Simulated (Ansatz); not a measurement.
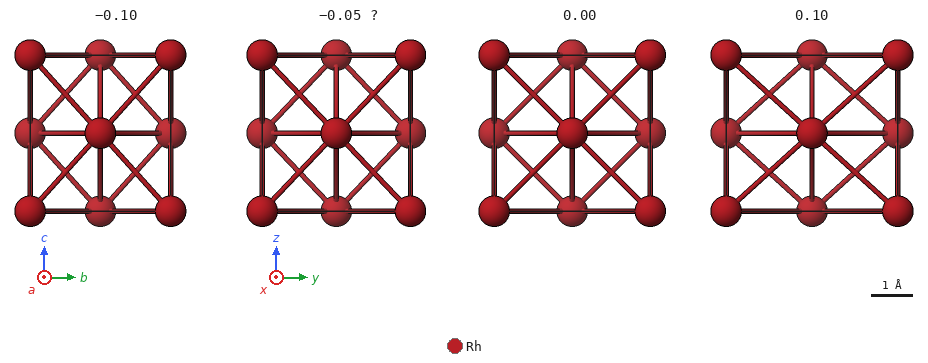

Crystalline Rh (Fm-3m): the cell is strained along y alone, with the atoms kept at their fractional coordinates. x, y and z are the Cartesian axes of the input. The picture is a ball-and-stick view of the conventional cell (4 times the calculation's cell), seen along the a axis. Lengths and directions refer to the drawn axes.

The calculation used Ansatz 0.2.0, DFT PBE, scalar-relativistic, plane waves, PAW. (plane-wave cutoff 420 eV; k-point mesh 26 × 26 × 26; occupations gaussian; smearing width 0.15 eV; no spin polarisation). Energies (free energies at the smearing named) are counted from the relaxed crystal.

```tsv
strain	energy change (meV/atom)
−0.1000	222.8
−0.0750	119.4
−0.0500	?
−0.0250	12.1
0.0000	0.0
0.0250	10.4
0.0500	39.9
0.0750	85.0
0.0875	112.5
0.1000	142.9
```

### Fill in the missing row.

A straight line between the two neighbours gives 65.8 meV/atom. A cubic through the four nearest rows (−0.1000, −0.0750, −0.0250, 0.0000) gives, with Lagrange weights, (−0.1667)(222.8) + (0.6667)(119.4) + (0.6667)(12.1) + (−0.1667)(0.0) = 50.5 meV/atom. The calculation gives 50.5 meV/atom, so the cubic is right to the digits shown and the straight line 15.3 meV/atom too high, as the curve bends upwards here.

The whole profile:

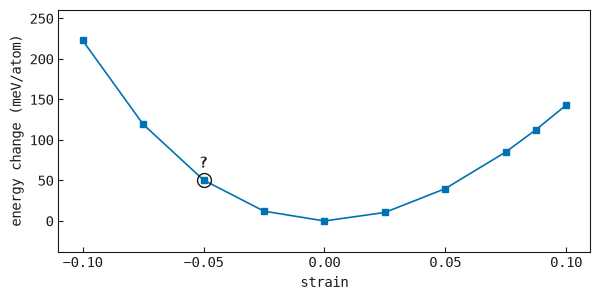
